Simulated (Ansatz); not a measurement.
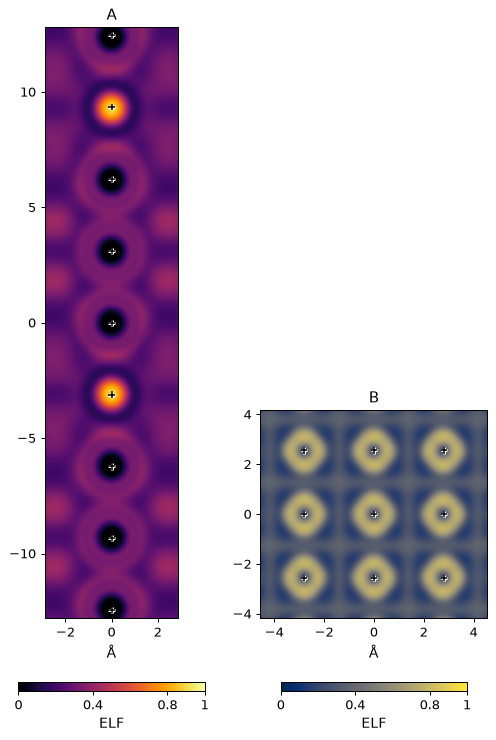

The ELF of 2 systems, each on a plane through atoms (crosses mark nuclei in the plane).

Level of theory: DFT PBEsol, scalar-relativistic, plane waves, PAW in Ansatz 0.2.0.

System 1: MnSn₃, the (010) plane of the cell of the magnetic structure. Space group Fm-3m; started from the BiF3 (D0_3) prototype, which need not be the ambient phase; spin-polarised.

System 2: Mo, the (010) plane of the conventional cell. Space group Cmmm; a structure from a database of computed crystals, not necessarily the ambient phase; changed on purpose from its base cell (strain +0.0250 x Voigt [1, -1, 0, 0, 0, 0], atoms carried along); computed pressure about −3 GPa in this cell; computed without spin polarisation.

Question: Which map belongs to which system?

Answer: Panel A is system 1, MnSn₃: the plane holds Sn and Mn. Sn–Sn (3.11 Å): the ELF is about 0.35 at the midpoint. Panel B is system 2, Mo: the plane holds Mo. Mo–Mo (2.56 Å): the ELF is about 0.35 at the midpoint.
